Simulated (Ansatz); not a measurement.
# Run report: NiO, single-point calculation

- system: NiO (2 atoms in the cell)
- method: DFT PBE, scalar-relativistic, plane waves, PAW, spin-polarised (Ansatz 0.2.0)

The structure derives from an entry of the Crystallography Open Database. It belongs to a series of runs on one base structure; here: volume × 1.06. Figures and captions count atoms from 1; the log counts them from 0 in places.

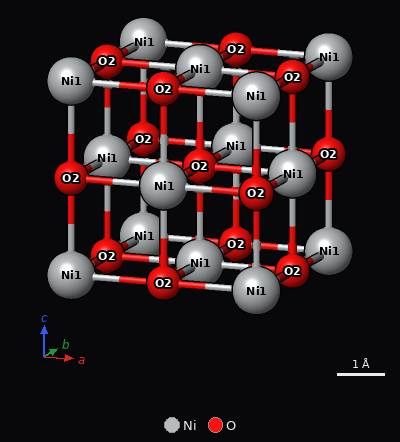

**Figure 1.** The structure as given in the input (ball-and-stick view of the cell 4 times as large as that of the calculation, set on its symmetry axes, seen slightly off an axis; atoms are numbered from 1 in the order of the input). An atom can appear more than once, as a periodic image. Near neighbours in the periodic cell (some may lie outside the picture): Ni has 6 O at 2.15 Å; O has 6 Ni at 2.15 Å.

Input file:
```yaml
crystal:
  lattice:
    - [0.0, 2.1495233669, 2.1495233669]
    - [2.1495233669, 0.0, 2.1495233669]
    - [2.1495233669, 2.1495233669, 0.0]
  atoms:
    - { symbol: Ni, position: [0.0, 0.0, 0.0], spin: 1.6 }
    - { symbol: O, position: [0.5, 0.5, 0.5], spin: 0.32 }
basis:
  ecutwfc: 420
kpoints:
  mp_grid: { grid: [18, 18, 18] }
hamiltonian:
  xc: pbe
scf:
  occupations: { method: gaussian, width: 0.1 }
output:
  forces: true
  stress: true
  eigenvalues: true
  populations: true
magnetization:
  spin_polarized: true
```

Run as:
```bash
ansatz run input.yaml --threads 1 --pin off --max-ram 2560MiB --backend cpu --events-out ev --progress --plain --runs-dir out
```

The program's output:
```
Engine: ansatz 0.2.0, aarch64-unknown-linux-gnu
Pseudopotentials: kind: paw
Pseudopotential: Ni, paw, valence charge 18, recommended cutoff 420 eV (normal), Ni.paw.azcp
Pseudopotential: O, paw, valence charge 6, recommended cutoff 420 eV (normal), O.paw.azcp
Functional definition: PBE
  parameter kappa = 0.804
  parameter beta = 0.06672455060314922
  exchange = pbe_x(kappa = kappa, mu = beta*pi^2/3)
  correlation = pbe_c(beta = beta)
Crystal: 2 atoms, lattice volume = 19.864 Å³
Basis set: ecut = 420 eV, 387 PW (Γ), exchange–correlation on 48×48×48 points (8 copies of the dense FFT grid, shifted against one another)
Bands: 17, of which v1, the nominal top of the filled ones, is band 12 counted from 1 (11 counted from 0)
Symmetry: 48 space group operations
Space group: Fm-3m (ITA 225), of the structure as read, at distance tolerance 2.7e-5 Å
Magnetic group: BNS 225.116 (UNI 1618), of the structure as read, at distance tolerance 2.7e-5 Å
k-points: 195 of 5832
Non-local potential: Ni, projectors of the file, l = 0: 3, l = 1: 2, l = 2: 3, l = 3: 1
Non-local potential: O, projectors of the file, l = 0: 2, l = 1: 2, l = 2: 1
PAW form: soft (Blöchl's): semilocal exchange-correlation on the pseudo side does not see the compensation charge
PAW one-centre angular grid: Ni, 590 points (default); XC on 64 Gauss nodes
PAW one-centre angular grid: O, 110 points (default); XC on 64 Gauss nodes
Initial density: superposition of atomic densities (chi_scale 0.1, normalization cell, long waves kept (reshape's long-wave potential 0.00 eV rms))
Starting moments: Σ|m| = 1.92 μB on 2 of 2 sites
Initial wavefunctions: pseudopotential atomic-orbital guess
Functional: x = pbe(κ = 0.804, μ = 0.2195149727645171), c = pbe(β = 0.06672455060314922)
SCF iter   1: F=—  HF=-6405.181345 eV  |F-HF|=—  |Δ(HF+E_count)|=         —  Δρ=2.53e-1 (↑8.62e-2 ↓2.53e-1)  dr2=1.18e1  dr2_m=2.89e0  M=0.444 μB ∫|m|=0.444 μB  β_m=0.30  ethr=3.10e-3  ⟨swp⟩=5.3  Hψ=28142  notcnv=0
Mixer restart at iter 1: flushing history
preconditioner: auto → none  [metal: Δε(μ)=0.006 eV  Ē_g=13.226 eV  σ=0.100 eV  W_gap=0.04  n_scr=8 (ndim 8)  ℏωp=33.3 eV  f_vac=0.000  D(μ)=1.66/eV (n_scr^D=14)  sad-step TF]
SCF iter   2: F=—  HF=-6404.637704 eV  |F-HF|=—  |Δ(HF+E_count)|=   5.44e-1  Δρ=1.19e-1 (↑6.14e-2 ↓1.19e-1)  dr2=1.96e0  dr2_m=1.12e0  M=0.542 μB ∫|m|=0.542 μB  β_m=0.42  ethr=3.10e-3  ⟨swp⟩=3.0  Hψ=17835  notcnv=0  defer=229
SCF iter   3: F=—  HF=-6404.994640 eV  |F-HF|=—  |Δ(HF+E_count)|=   3.57e-1  Δρ=4.45e-2 (↑1.41e-2 ↓4.45e-2)  dr2=3.32e-1  dr2_m=9.51e-2  M=0.669 μB ∫|m|=0.670 μB  β_m=0.48  ethr=3.10e-3  ⟨swp⟩=2.0  Hψ=11607  notcnv=0  defer=222
SCF iter   4: F=—  HF=-6405.376472 eV  |F-HF|=—  |Δ(HF+E_count)|=   3.82e-1  Δρ=5.26e-2 (↑3.04e-2 ↓5.26e-2)  dr2=8.99e-2  dr2_m=2.94e-1  M=1.118 μB ∫|m|=1.119 μB  β_m=0.57  ethr=1.38e-3  ⟨swp⟩=2.6  Hψ=12968  notcnv=0  defer=208
SCF iter   5: F=—  HF=-6405.634357 eV  |F-HF|=—  |Δ(HF+E_count)|=         —  Δρ=8.52e-2 (↑6.44e-2 ↓8.52e-2)  dr2=2.25e-1  dr2_m=9.72e-1  M=1.647 μB ∫|m|=1.650 μB  β_m=1.00  ethr=3.75e-4  ⟨swp⟩=2.0  Hψ=7567  notcnv=0  defer=208
Mixer restart at iter 5: flushing history
SCF iter   6: F=—  HF=-6405.824410 eV  |F-HF|=—  |Δ(HF+E_count)|=   1.90e-1  Δρ=3.84e-2 (↑3.84e-2 ↓3.73e-2)  dr2=7.12e-1  dr2_m=1.40e-3  M=1.630 μB ∫|m|=1.635 μB  β_m=0.57  ethr=2.08e-4  ⟨swp⟩=3.1  Hψ=16305  notcnv=0  defer=240
SCF iter   7: F=—  HF=-6405.943349 eV  |F-HF|=—  |Δ(HF+E_count)|=   1.19e-1  Δρ=8.40e-2 (↑2.67e-2 ↓8.40e-2)  dr2=1.44e0  dr2_m=2.09e-1  M=1.924 μB ∫|m|=1.934 μB  β_m=0.41  ethr=2.08e-4  ⟨swp⟩=3.1  Hψ=18192  notcnv=0  defer=199  recentre
SCF iter   8: F=—  HF=-6405.672471 eV  |F-HF|=—  |Δ(HF+E_count)|=   2.71e-1  Δρ=2.29e-2 (↑2.29e-2 ↓9.63e-3)  dr2=7.98e-2  dr2_m=2.28e-2  M=1.779 μB ∫|m|=1.786 μB  β_m=0.36  ethr=2.08e-4  ⟨swp⟩=3.0  Hψ=17578  notcnv=0  defer=226
SCF iter   9: F=—  HF=-6405.650955 eV  |F-HF|=—  |Δ(HF+E_count)|=   2.15e-2  Δρ=1.27e-2 (↑8.43e-3 ↓1.27e-2)  dr2=1.31e-2  dr2_m=1.56e-2  M=1.856 μB ∫|m|=1.865 μB  β_m=0.29  ethr=2.08e-4  ⟨swp⟩=2.5  Hψ=14457  notcnv=0  defer=208
SCF iter  10: F=—  HF=-6405.649533 eV  |F-HF|=—  |Δ(HF+E_count)|=   1.42e-3  Δρ=4.47e-3 (↑4.47e-3 ↓3.21e-3)  dr2=7.77e-3  dr2_m=1.63e-4  M=1.897 μB ∫|m|=1.908 μB  β_m=0.44  ethr=5.46e-5  ⟨swp⟩=2.1  Hψ=9612  notcnv=0  defer=208
SCF iter  11: F=—  HF=-6405.647791 eV  |F-HF|=—  |Δ(HF+E_count)|=   1.74e-3  Δρ=3.66e-3 (↑2.93e-3 ↓3.66e-3)  dr2=9.85e-4  dr2_m=1.75e-3  M=1.913 μB ∫|m|=1.925 μB  β_m=0.72  ethr=3.24e-5  ⟨swp⟩=1.6  Hψ=8291  notcnv=0  defer=208
SCF iter  12: F=—  HF=-6405.647797 eV  |F-HF|=—  |Δ(HF+E_count)|=   5.92e-6  Δρ=3.19e-4 (↑9.82e-5 ↓3.19e-4)  dr2=9.28e-6  dr2_m=7.56e-6  M=1.908 μB ∫|m|=1.920 μB  β_m=0.86  ethr=4.10e-6  ⟨swp⟩=2.0  Hψ=9493  notcnv=0  defer=208
SCF iter  13: F=—  HF=-6405.647812 eV  |F-HF|=—  |Δ(HF+E_count)|=   1.53e-5  Δρ=2.30e-4 (↑1.67e-4 ↓2.30e-4)  dr2=2.86e-6  dr2_m=6.64e-6  M=1.909 μB ∫|m|=1.920 μB  β_m=0.86  ethr=3.87e-8  ⟨swp⟩=2.0  Hψ=10718  notcnv=0  defer=208
SCF iter  14: F=—  HF=-6405.647813 eV  |F-HF|=—  |Δ(HF+E_count)|=   6.12e-7  Δρ=1.09e-4 (↑7.46e-5 ↓1.09e-4)  dr2=8.22e-7  dr2_m=1.38e-6  M=1.908 μB ∫|m|=1.920 μB  β_m=0.93  ethr=1.19e-8  ⟨swp⟩=2.2  Hψ=8333  notcnv=0  defer=208
SCF iter  15: F=—  HF=-6405.647813 eV  |F-HF|=—  |Δ(HF+E_count)|=   1.14e-7  Δρ=2.46e-5 (↑1.66e-5 ↓2.46e-5)  dr2=3.74e-8  dr2_m=6.98e-8  M=1.908 μB ∫|m|=1.920 μB  β_m=0.97  ethr=3.42e-9  ⟨swp⟩=2.0  Hψ=8747  notcnv=0  defer=208
SCF iter  16: F=-6405.647813 eV  HF=-6405.647813 eV  |F-HF|=6.74e-10  |Δ(HF+E_count)|=   2.47e-9  Δρ=2.23e-6 (↑1.09e-6 ↓2.23e-6)  dr2=8.19e-10  dr2_m=3.57e-10  M=1.908 μB ∫|m|=1.920 μB  ethr=1.56e-10  ⟨swp⟩=4.4  Hψ=25096  notcnv=0
SCF 1 converged in 16 iterations: F = -6405.647813 eV  dr2 = 8.19e-10
  greatest PAW one-centre occupation: 1.002 electrons in one spin orbital (limit 2), on the Ni atom at site 0 (counted from 0), in its partial waves of l = 1
```

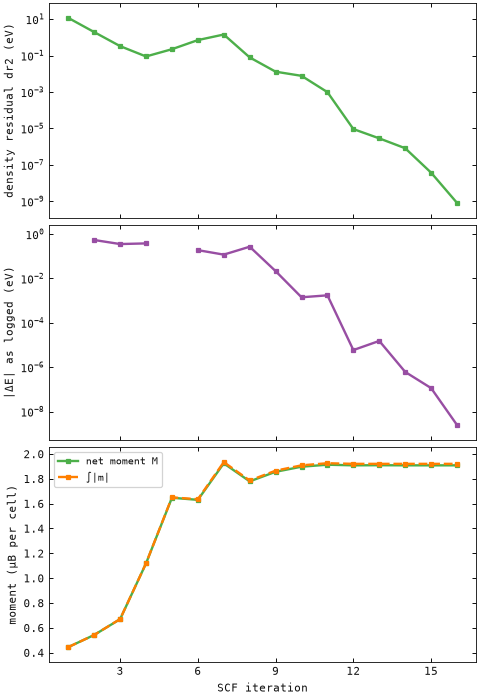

**Figure 2.** Convergence of the self-consistent field: density residual dr2, size of the energy change and magnetic moment against the SCF iteration. The residual falls unevenly and jumps up by a factor of two or more 3 times on the way down. The net moment goes from 0.4 to 1.9 μB per cell.

```
SCF converged after 16 iterations
Magnetization: 1.9083 μB (12.9541 up, 11.0459 down)
Absolute magnetization: 1.9193 μB (∫|ρ↑−ρ↓|, with the PAW one-centre terms)
Spin contamination: 0.0047 ħ² per cell (⟨S²⟩ above its minimum at these occupations)
Per-site moments (μB) at R_I (Å): [(1.5334584971613594, 0.88667838884625), (0.3216551894574959, 0.88667838884625)]
Free energy (F): -6405.647813 eV
Harris-Foulkes:  -6405.647813 eV  (|F-HF|=6.74e-10)
Internal energy: -6405.643687 eV  (E = F + TS)
E sigma→0 (E₀):  -6405.645750 eV
Entropy (-TS):   -0.004126 eV (-2.063 meV/atom)
Fermi energy:    12.634409 eV
--- Per-component energies (eV) ---
  E_band       = -363.885599
  E_kinetic    = 448.848371
  E_local      = -4144.011780  (includes V_loc(G=0)·N_el)
  E_nonlocal   = 692.459141
  E_hartree    = 1702.518402
  E_xc         = -154.984005
  E_vxc        = -198.699421  (∫ρ·V_xc dr)
  E_paw        = -1792.013502  (= ΣΔE_a)
  E_vpaw       = -567.520350  (= ΣTr[D̂ρ^β])
  E_aug_tail   = 0.002856  (compensation charges beyond the density's cutoff)
  E_ewald      = -3158.463170
  E_smearing   = -0.004126  (= −TS)
  E_closure    = -0.000000  (closes the sum)
  Σ components = -6405.647813   (vs F -6405.647813, Δ=0.00e0)
--- Forces (eV/Å), atoms counted from 1 ---
  atom   1  Ni    -0.00000000     0.00000000     0.00000000
  atom   2  O      0.00000000     0.00000000    -0.00000000
  max |Σ_I F_I| component: 1.73e-29 eV/Å
--- Stress (GPa, compression-positive) ---
       -8.768686      -0.000000       0.000000
       -0.000000      -8.768686      -0.000000
       -0.000000       0.000000      -8.768686
  P = ⅓ Tr σ = -8.7687 GPa (-87.687 kbar)
--- Band table (eV; the first three rows and the last of 390) ---
  k-point 0 ↑: bands = ["-91.7623", "-52.1359", "-52.1359", "-52.1359", "-6.9127", "9.5296", "9.5296", "10.0297", "10.0297", "10.0297", "10.1417", "10.1417", "10.1417", "13.7133", "30.1603", "30.8566", "30.8566"]
  k-point 1 ↑: bands = ["-91.7622", "-52.1365", "-52.1360", "-52.1360", "-6.8824", "9.2711", "9.2711", "9.6147", "10.0795", "10.0795", "10.3326", "10.3778", "10.3778", "13.9563", "29.0861", "30.7290", "30.7290"]
  k-point 2 ↑: bands = ["-91.7621", "-52.1383", "-52.1363", "-52.1363", "-6.7939", "8.8668", "8.8668", "8.9459", "10.1364", "10.1364", "10.4604", "10.8038", "10.8038", "14.5532", "27.6309", "30.2706", "30.2706"]
  k-point 194 ↓: bands = ["-89.7949", "-50.2336", "-50.2315", "-50.2266", "-5.0433", "7.4234", "7.7587", "8.1552", "11.5866", "11.7874", "11.9558", "12.9819", "13.6880", "20.8504", "23.1232", "23.3126", "25.7418"]
--- Löwdin populations: 2 sites ---
  site symbol       q [e]    m [muB]
     0     Ni     16.9218     1.5125
     1      O      6.9644     0.3966
  spilling = 0.004744 (of n_electrons = 24.000000)
```

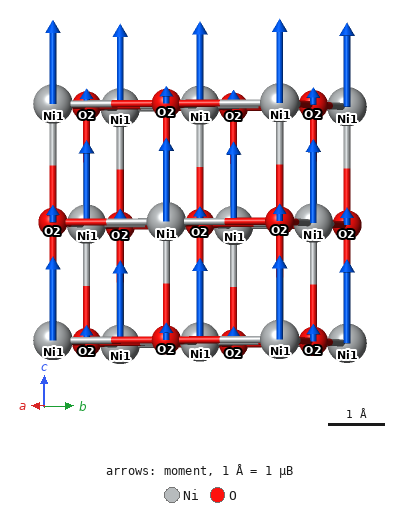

**Figure 3.** Magnetic moments of the sites as blue arrows (ball-and-stick view of the cell 4 times as large as that of the calculation, set on its symmetry axes, seen at an oblique angle; atoms are numbered from 1 in the order of the input); small moments hardly show. The run is collinear, so the axis drawn is arbitrary. Site moments: Ni1 (1.53 μB); O2 (0.32 μB). They are counted near the atoms and needn't add up to the moment of the cell.

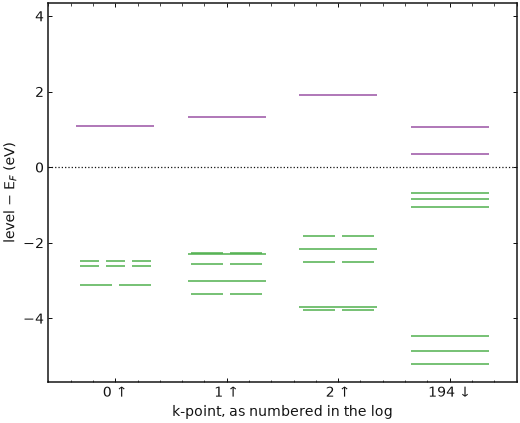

**Figure 4.** Kohn–Sham levels near the Fermi level (dotted) at the few k-points that the log prints; levels within 0.02 eV of each other stand side by side. The system is metallic on the full mesh.

Summary:

| quantity | value |
| --- | --- |
| outcome | converged |
| space group (tolerance 0.01 Å) | Fm-3m (225) |
| electrons treated | 24 |
| free energy | −6405.6478 eV |
| Fermi energy | 12.634 eV |
| gap on the k-point mesh | none (metallic) |
| net moment of the cell | 1.91 μB |
| integrated absolute moment | 1.92 μB |
| pressure | −8.77 GPa |
| largest force (length of the vector) | under 0.001 eV/Å |
| hardware | 1 thread of Arm Neoverse V1, 24 GiB of memory available, shared host |
| wall time | 18 s |
| peak memory | 0.4 GiB |

Remarks:

The cell is under a tension of 8.8 GPa at this level, so it is not at its equilibrium volume.
